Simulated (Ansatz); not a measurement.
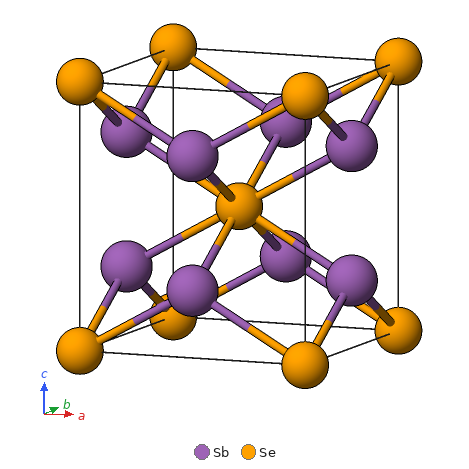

Structure drawing (ball-and-stick), viewed slightly off an axis. The conventional unit cell is drawn as a box. Cell: a = 5.43 Å, b = 5.43 Å, c = 6.06 Å, α = 90.00°, β = 90.00°, γ = 90.00°.

The cell started as a structure type filled with these elements by a generator (whether the compound takes this form wasn't checked). Earlier steps of the study, as a rule a relaxation of our own, may have changed the cell and positions, so they can lie some per cent off the listed ones. An electronic-structure calculation with Ansatz was run on it.

### Notes on the structure:

The structure is one of Sb2Se. It is body-centred tetragonal, space group I4/mmm (No. 139). It has 6 atoms to the cell (4 Sb, 2 Se). Se is linked to eight Sb in a distorted cubic arrangement at about 3.1 Å. Not all metal-metal contacts are counted. The bonds build a three-dimensional framework.

Method used: DFT PBE, scalar-relativistic, plane waves, PAW in Ansatz. It ran with a 420 eV plane-wave basis, k-points about 0.14 Å⁻¹ apart, Gaussian smearing of 0.1 eV, no spin polarisation.

### Predict the gap.

A metal: bands cross the Fermi level.

### Give the Bader charge of each element.

Sb +0.27 e; Se -0.55 e.

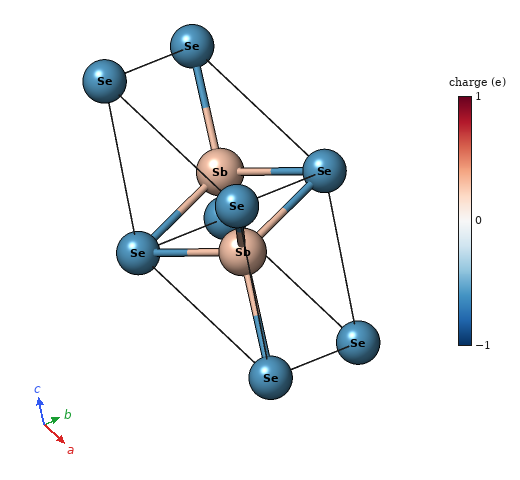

The atoms coloured by those charges. The run's cell of 3 atoms is drawn, so axes and origin can differ from the first picture.

### Has the structure come to rest?

Yes. All forces vanish to within 0.01 eV/Å. The pressure is 0.0 GPa, close to zero.
